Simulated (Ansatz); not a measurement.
Geometry relaxation, with input and output: HfO2 (part 2 of 2)

The same run, continued: HfO2 (P4₂/nmc, 6 atoms in the cell); DFT PBE, scalar-relativistic, plane waves, PAW, PAW set soft_1, no spin polarisation (Ansatz 0.2.0); cutoff 520 eV, 6×6×6 k-mesh, Gaussian smearing of 0.05 eV. The structure derives from an entry of the Crystallography Open Database.

Geometry of the input (Å; fractional positions):
```
0.0000  -2.5489  -2.5489
0.0000  2.5489  -2.5489
5.0978  0.0000  0.0000
Hf 0.5000  0.5000  0.5000
Hf 0.0000  0.0000  0.0000
O  -0.0000  0.5000  0.6981
O  0.5000  -0.0000  0.3019
O  -0.0000  0.5000  0.1981
O  0.5000  -0.0000  0.8019
```

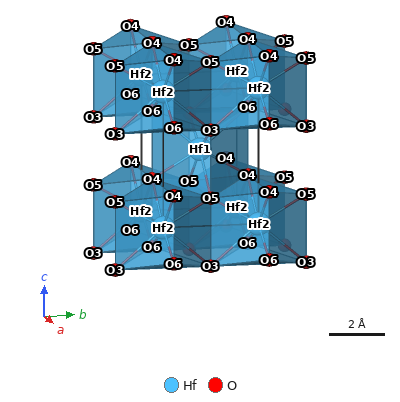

**Figure 1.** The geometry at step 3 of the log (polyhedral view of the cell of the calculation, seen slightly off an axis; polyhedra are completed across the faces of the cell; atoms are numbered from 1 in the order of the input).

```
SCF converged after 2 iterations
Free energy (F): -33724.684152 eV
Harris-Foulkes:  -33724.684152 eV  (|F-HF|=2.15e-8)
Internal energy: -33724.684152 eV  (E = F + TS)
E sigma→0 (E₀):  -33724.684152 eV
Fermi energy:    16.153685 eV
--- Per-component energies (eV) ---
  E_band       = -11.909346
  E_kinetic    = 1486.516476
  E_local      = -14107.994182  (includes V_loc(G=0)·N_el)
  E_nonlocal   = 338.813477
  E_hartree    = 6723.557433
  E_xc         = -819.806500
  E_vxc        = -875.763945  (∫ρ·V_xc dr)
  E_paw        = -16051.464541  (= ΣΔE_a)
  E_vpaw       = -300.598688  (= ΣTr[D̂ρ^β])
  E_aug_tail   = 0.000897  (compensation charges beyond the density's cutoff)
  E_ewald      = -11294.307213
  E_smearing   = -0.000000  (= −TS)
  E_closure    = -0.000000  (closes the sum)
  Σ components = -33724.684152   (vs F -33724.684152, Δ=0.00e0)
--- Forces (eV/Å), atoms counted from 1 ---
  atom   1  Hf     0.00000000     0.00000000    -0.00000000
  atom   2  Hf    -0.00000000     0.00000000    -0.00000000
  atom   3  O      0.00685980     0.00000000    -0.00000000
  atom   4  O     -0.00685980     0.00000000    -0.00000000
  atom   5  O      0.00685980     0.00000000     0.00000000
  atom   6  O     -0.00685980     0.00000000     0.00000000
  max |Σ_I F_I| component: 6.51e-18 eV/Å
--- Stress (GPa, compression-positive) ---
       10.237745       0.000000       0.000000
        0.000000       2.259870      -0.000000
        0.000000       0.000000       2.259870
  P = ⅓ Tr σ = 4.9192 GPa (49.192 kbar)
--- Band table (eV; the first three rows and the last of 40) ---
  k-point 0: bands = ["-46.5026", "-46.4854", "-15.5087", "-15.1533", "-15.1533", "-15.0869", "-15.0362", "-15.0362", "-4.2469", "-2.6979", "-2.2462", "-1.7453", "3.6288", "3.6288", "3.6312", "3.6427", "3.6427", "3.6600", "3.6658", "3.6733", "3.6733", "3.6868", "3.6892", "3.6892", "3.6981", "3.8615", "8.3922", "9.0787", "9.2553", "9.2553", "11.1166", "11.1166", "12.5315", "12.5315", "13.5271", "13.6787", "13.6787", "13.8780", "18.3755", "18.4276", "19.4417", "19.9392", "20.3390", "21.4548", "22.7698", "22.7698"]
  k-point 1: bands = ["-46.5014", "-46.4866", "-15.4828", "-15.1455", "-15.1455", "-15.1178", "-15.0441", "-15.0441", "-4.1295", "-2.6393", "-2.4102", "-1.8087", "3.6302", "3.6302", "3.6318", "3.6435", "3.6435", "3.6618", "3.6723", "3.6723", "3.6749", "3.6849", "3.6876", "3.6878", "3.6878", "3.8409", "8.6664", "9.3259", "9.3259", "9.3603", "10.8591", "10.8591", "12.7441", "12.7441", "13.0143", "13.4598", "13.6997", "13.6997", "18.4621", "18.5804", "19.4743", "19.8097", "20.7021", "21.8738", "22.8103", "22.8103"]
  k-point 2: bands = ["-46.4983", "-46.4897", "-15.4105", "-15.2002", "-15.1243", "-15.1243", "-15.0656", "-15.0656", "-3.8011", "-2.8210", "-2.4747", "-1.9912", "3.6335", "3.6335", "3.6361", "3.6448", "3.6448", "3.6659", "3.6666", "3.6705", "3.6705", "3.6800", "3.6845", "3.6845", "3.7005", "3.7927", "9.4341", "9.5325", "9.5325", "10.1337", "10.3830", "10.3830", "11.8521", "12.4421", "13.0665", "13.0665", "13.7409", "13.7409", "18.7089", "18.9709", "19.4796", "19.5366", "21.4553", "22.7938", "22.9566", "22.9566"]
  k-point 39: bands = ["-46.4848", "-46.4848", "-15.3529", "-15.3529", "-15.3529", "-15.3529", "-15.1991", "-15.1991", "-2.3110", "-2.3110", "-2.3110", "-2.3110", "3.6298", "3.6298", "3.6358", "3.6358", "3.6481", "3.6481", "3.6481", "3.6481", "3.6512", "3.6512", "3.6956", "3.6956", "3.6956", "3.6956", "9.3629", "9.3629", "9.3653", "9.3653", "11.9610", "11.9610", "11.9610", "11.9610", "12.4001", "12.4001", "13.7904", "13.7904", "19.6139", "19.6139", "19.9845", "19.9845", "21.1386", "21.1386", "21.1386", "21.1386"]
--- Relaxed structure (4 steps of the walk, 4 accepted, 0 SCFs on fresh bases) ---
  F+E_penalty+E_count = -33724.68415247 eV   max|allowed force component| = 6.860e-3 eV/Å
  atoms:
    - { symbol: Hf, position: [0.5, 0.5, 0.5] }
    - { symbol: Hf, position: [-2.3858047354841752e-36, -2.9761069380781977e-36, 0.0] }
    - { symbol: O, position: [0.0, 0.5, 0.7031362699476956] }
    - { symbol: O, position: [0.5, 0.0, 0.2968637300523044] }
    - { symbol: O, position: [0.0, 0.5, 0.20313626994769568] }
    - { symbol: O, position: [0.5, 0.0, 0.7968637300523045] }
```

**Trajectory as extended XYZ (Å, eV, eV/Å), 4 frames, from step=1 to step=4**
```
6
Lattice="0.0000 -2.5489 -2.5489 0.0000 2.5489 -2.5489 5.0978 0.0000 0.0000" Properties=species:S:1:pos:R:3:forces:R:3 step=1 energy=-33724.67716
Hf    2.5489    0.0000   -2.5489    0.0000   0.0000   0.0000
Hf    0.0000    0.0000    0.0000    0.0000   0.0000   0.0000
O     3.5588    1.2745   -1.2745    0.1330   0.0000   0.0000
O     1.5391   -1.2745   -1.2745   -0.1330   0.0000   0.0000
O     1.0099    1.2745   -1.2745    0.1330   0.0000   0.0000
O     4.0880   -1.2745   -1.2745   -0.1330   0.0000   0.0000
6
Lattice="0.0000 -2.5489 -2.5489 0.0000 2.5489 -2.5489 5.0978 0.0000 0.0000" Properties=species:S:1:pos:R:3:forces:R:3 step=2 energy=-33724.68114
Hf    2.5489    0.0000   -2.5489    0.0000   0.0000   0.0000
Hf    0.0000    0.0000    0.0000    0.0000   0.0000   0.0000
O     3.5679    1.2745   -1.2745    0.0857   0.0000   0.0000
O     1.5299   -1.2745   -1.2745   -0.0857   0.0000   0.0000
O     1.0190    1.2745   -1.2745    0.0857   0.0000   0.0000
O     4.0789   -1.2745   -1.2745   -0.0857   0.0000   0.0000
6
Lattice="0.0000 -2.5489 -2.5489 0.0000 2.5489 -2.5489 5.0978 0.0000 0.0000" Properties=species:S:1:pos:R:3:forces:R:3 step=3 energy=-33724.68415
Hf    2.5489    0.0000   -2.5489    0.0000   0.0000   0.0000
Hf    0.0000    0.0000    0.0000    0.0000   0.0000   0.0000
O     3.5845    1.2745   -1.2745    0.0069   0.0000   0.0000
O     1.5134   -1.2745   -1.2745   -0.0069   0.0000   0.0000
O     1.0356    1.2745   -1.2745    0.0069   0.0000   0.0000
O     4.0623   -1.2745   -1.2745   -0.0069   0.0000   0.0000
6
Lattice="0.0000 -2.5489 -2.5489 0.0000 2.5489 -2.5489 5.0978 0.0000 0.0000" Properties=species:S:1:pos:R:3:forces:R:3 step=4 energy=-33724.68415
Hf    2.5489    0.0000   -2.5489    0.0000   0.0000   0.0000
Hf    0.0000    0.0000    0.0000    0.0000   0.0000   0.0000
O     3.5845    1.2745   -1.2745    0.0069   0.0000   0.0000
O     1.5134   -1.2745   -1.2745   -0.0069   0.0000   0.0000
O     1.0356    1.2745   -1.2745    0.0069   0.0000   0.0000
O     4.0623   -1.2745   -1.2745   -0.0069   0.0000   0.0000
```

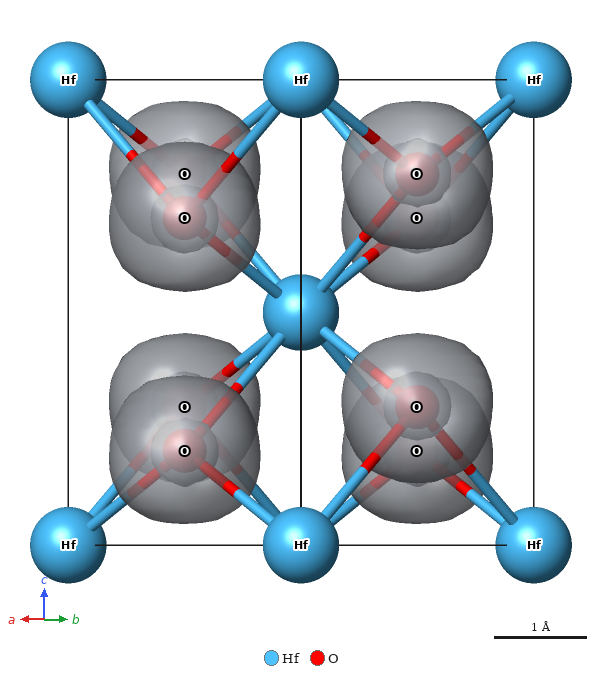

**Figure 2.** Isosurface of the electron localisation function at 0.7 (grey), seen along [110]. Only the valence region is drawn (cores and ρ < 0.01 e/Å³ removed). Sticks mark near contacts. The outline is the cell set on symmetry axes. Profiles from the grid: Hf–O (2.08 Å): the ELF peaks at about 0.85 in the valence shell of O, 0.6 Å from its nucleus, and drops to about 0.20 between the two atoms. Hf–O (2.35 Å): the ELF peaks at about 0.85 in the valence shell of O, 0.6 Å from its nucleus, and drops to about 0.10 between the two atoms. Core electrons are frozen (PAW), so the fields are smoothed inside the atomic spheres.

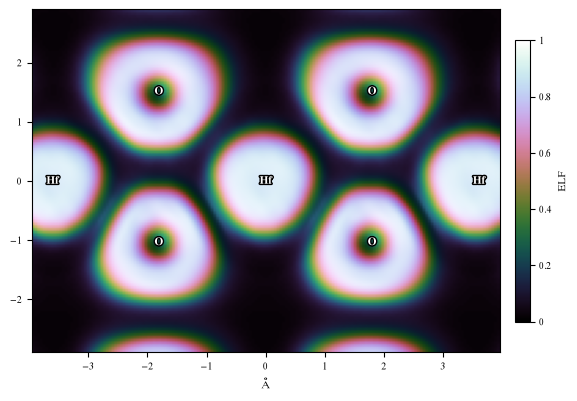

**Figure 3.** Electron localisation function on the (100) plane of the conventional cell. Atoms in the plane: Hf and O. Hf–O (2.08 Å): the ELF peaks at about 0.85 in the valence shell of O, 0.6 Å from its nucleus, and drops to about 0.20 between the two atoms. Hf–O (2.35 Å): the ELF peaks at about 0.85 in the valence shell of O, 0.6 Å from its nucleus, and drops to about 0.10 between the two atoms. The strong features right at Hf lie inside the PAW spheres (semicore, d or f shells) and say nothing about bonding.
